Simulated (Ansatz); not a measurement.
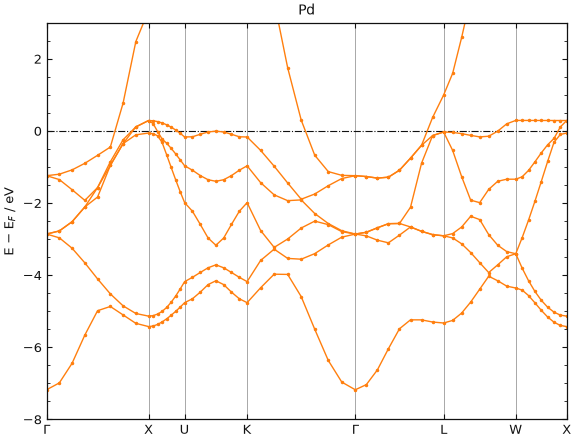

Figure made from data computed with Ansatz.

Band structure. Energies are counted from the Fermi level. The path runs straight from each named point to the next.

**Which Bravais lattice do the labels of the path belong to?**

A face-centred cubic lattice: the path Γ–X–U–K–Γ–L–W–X runs through the special points of its Brillouin zone.

Input of the run:

```
crystal:
  lattice:
    - [0.0, 1.9449, 1.9449]
    - [1.9449, 0.0, 1.9449]
    - [1.9449, 1.9449, 0.0]
  atoms:
    - { symbol: Pd, position: [0.0, 0.0, 0.0] }
kpoints:
  mp_grid: { grid: [18, 18, 18] }
  band_path:
    path:
      - [0.0, 0.0, 0.0]
      - [0.5, 0.0, 0.5]
      - [0.625, 0.25, 0.625]
      - [0.375, 0.375, 0.75]
      - [0.0, 0.0, 0.0]
      - [0.5, 0.5, 0.5]
      - [0.5, 0.25, 0.75]
      - [0.5, 0.0, 0.5]
    npoints: 8
scf:
  occupations: { method: fermi_dirac, width: 0.05 }
hamiltonian:
  xc: pbe
  pseudopotentials: { kind: paw }
output:
  forces: true
  stress: true
  eigenvalues: true
  efg: { contact_densities: true }
  populations: true
  bader: true
  dos: { projected: true, de: 0.2, e_range: [-14, 8] }
```

**Is there a gap at the Fermi level?**

A metal: 3 bands cross the Fermi level along this path.

The cell is at 8 GPa in this functional.
